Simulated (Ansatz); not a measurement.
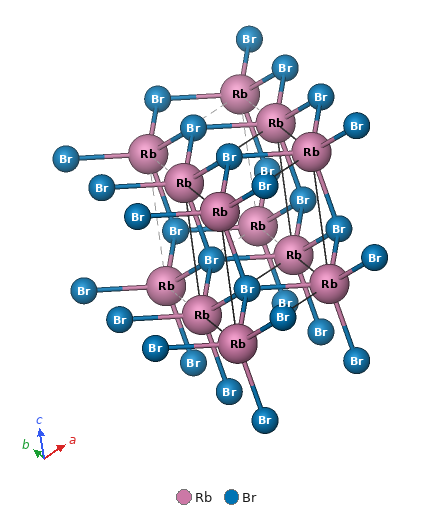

Structure drawing (ball-and-stick), viewed slightly off an axis. The drawing covers 1×2×1 cells, and the solid lines enclose one simulation cell. Neighbours across the faces are drawn wherever a bond reaches them.

The program read this input:
```yaml
crystal:
  lattice:
    - [0.0, 3.8694966421, 3.8694966421]
    - [3.8694966421, 0.0, 3.8694966421]
    - [3.8694966421, 3.8694966421, 0.0]
  atoms:
    - { symbol: Rb, position: [0.0, 0.0, 0.0] }
    - { symbol: Br, position: [0.25, 0.25, 0.25] }
kpoints:
  mp_grid: { grid: [4, 4, 4] }
hamiltonian:
  xc: pbe
scf:
  occupations: { method: fixed }
gw:
  n_empty_bands: 635
  ecut_chi: 180
  qp_bands: [v2, c2]
  qp_kpoints: band_edges
  screening: { model: godby_needs }
```

All computed values are from Ansatz 0.2.0, G0W0 on PBE, plane waves, PAW. Settings: plane waves up to 420 eV, k-point mesh 4×4×4, no spin polarisation.

> Is the electronic structure metallic or gapped?

An insulator at this level, with a gap of 4.07 eV, indirect; the smallest direct gap is 4.16 eV.

The starting point was a structure type filled with these elements by a generator (whether the compound takes this form wasn't checked). Earlier steps of the study may have refined or changed the cell and positions. An electronic-structure calculation with Ansatz was run on it.
